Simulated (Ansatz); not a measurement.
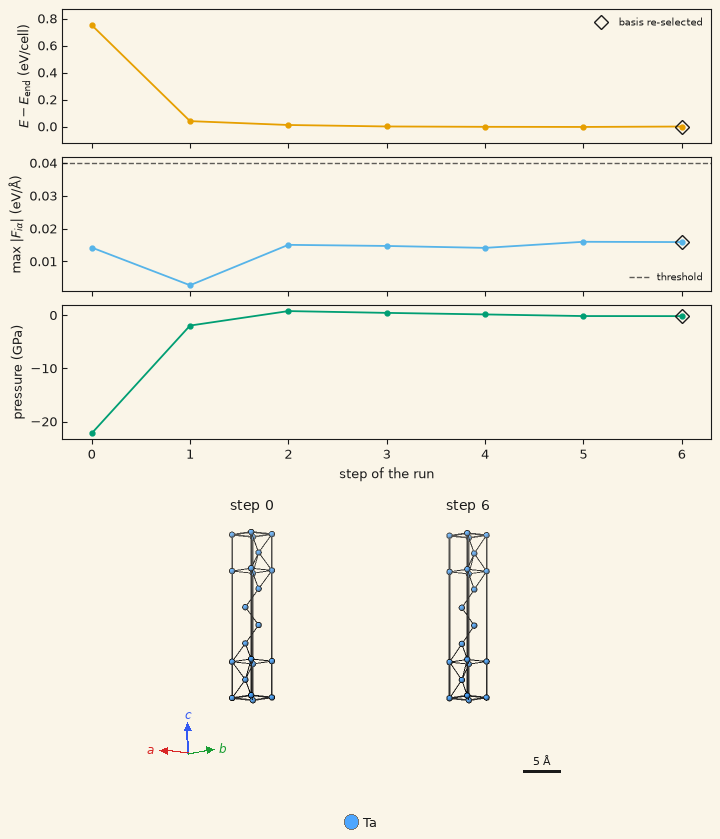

First and last geometry of a relaxation of solid Ta (built on the samarium (9R)_166 type) (coarse preliminary run), with the history of the run. Style: ball-and-stick. Shown: the conventional cell (3 times the calculation's cell), from a free direction. Lengths and directions refer to the drawn axes.

Case: samarium (9R) type (R-3m, No. 166).

These are results of DFT r2SCAN, scalar-relativistic, plane waves, PAW (Ansatz 0.2.0), not measurements. Settings: plane-wave cutoff 500 eV; k-point mesh 6 × 6 × 6; occupations gaussian; smearing width 0.1 eV; no spin polarisation; cell and atoms relaxed; force threshold 0.04 eV/Å; at most 70 steps.

### Read the history and describe the run.

It converged. No atom moves by more than 0.005 Å relative to the cell. Cell: a = b 3.134 → 2.913 Å (−7.0 %), c 22.723 → 22.603 Å (−0.5 %). Volume −14.1 %. Among the contacts that change: Ta–Ta 3.134 → 2.913 Å, Ta–Ta 3.106 → 3.023 Å. The space group stays R-3m (No. 166). After 5 accepted moves (6 points after the start) the energy has fallen by 0.752 eV per cell of the calculation. The largest force component goes from 0.014 to 0.016 eV/Å. The pressure goes from −22.22 to −0.17 GPa. At 1 point the geometry stayed and the basis and grid were re-selected for the new cell (energy shift of 3.1 meV per cell of the calculation at most each time).
